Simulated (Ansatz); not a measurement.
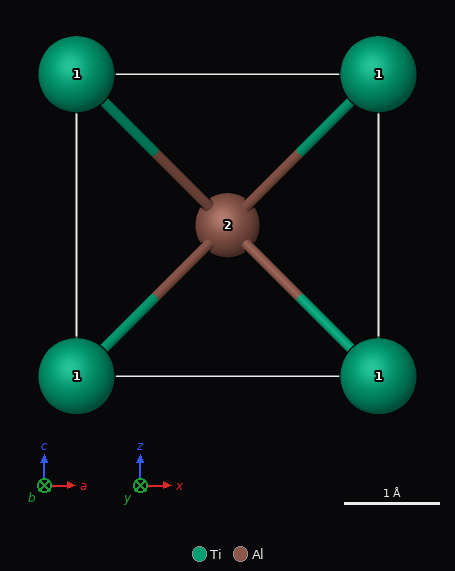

Crystalline TiAl (Pm-3m): the cell is strained equally along x and y and separately along z, with the atoms kept at their fractional coordinates. x, y and z are the Cartesian axes of the input. The picture shows the reference cell. The picture is a ball-and-stick view of the cell of the calculation, seen along the b axis.

The calculation used DFT PBEsol, scalar-relativistic, plane waves, PAW (Ansatz). Set-up: plane-wave cutoff 420 eV; k-point mesh 16 × 16 × 16; occupations gaussian; smearing width 0.15 eV; no spin polarisation. Energies (free energies at the smearing named) are counted from the cell as listed in its source, which wasn't relaxed.

The input:
```yaml
crystal:
  lattice:
    - [3.179064, 0.0, 0.0]
    - [0.0, 3.179064, 0.0]
    - [0.0, 0.0, 3.179064]
  atoms:
    - { symbol: Ti, position: [0.0, 0.0, 0.0] }
    - { symbol: Al, position: [0.5, 0.5, 0.5] }
basis:
  ecutwfc: 420
kpoints:
  mp_grid: { grid: [16, 16, 16] }
hamiltonian:
  xc: pbesol
scf:
  occupations: { method: gaussian, width: 0.15 }
output:
  forces: true
  stress: true
  eigenvalues: true
```

Launched with:
```bash
ansatz run input.yaml --threads 1 --pin off --max-ram 2560MiB --backend cpu --events-out ev --progress --plain --runs-dir out
```

**What energies does the calculation give on a grid with rows −0.080, −0.040, 0.000, 0.040, 0.080 and columns −0.080, −0.040, 0.000, 0.040, 0.080 (strain along x and y; strain along z)?**

Rows: strain along x and y; columns: strain along z; values in meV/atom.

```
        −0.080  −0.040  0.000  0.040  0.080
−0.080     350     221    116     32    −32
−0.040     128      61     16    −16    −35
 0.000      16      −2      0     14     35
 0.040     −11      10     49     99    155
 0.080      27      79    147    226    308
```

In pairs of (strain along x and y; strain along z): the lowest computed point lies at (−0.040, 0.080) (−35 meV/atom), the highest at (−0.080, −0.080) (350 meV/atom). It lies on the edge of the grid, so the true minimum may be outside the range scanned. The pressure runs from −17.7 GPa at (0.080, 0.080) to 42.3 GPa at (−0.080, −0.080).
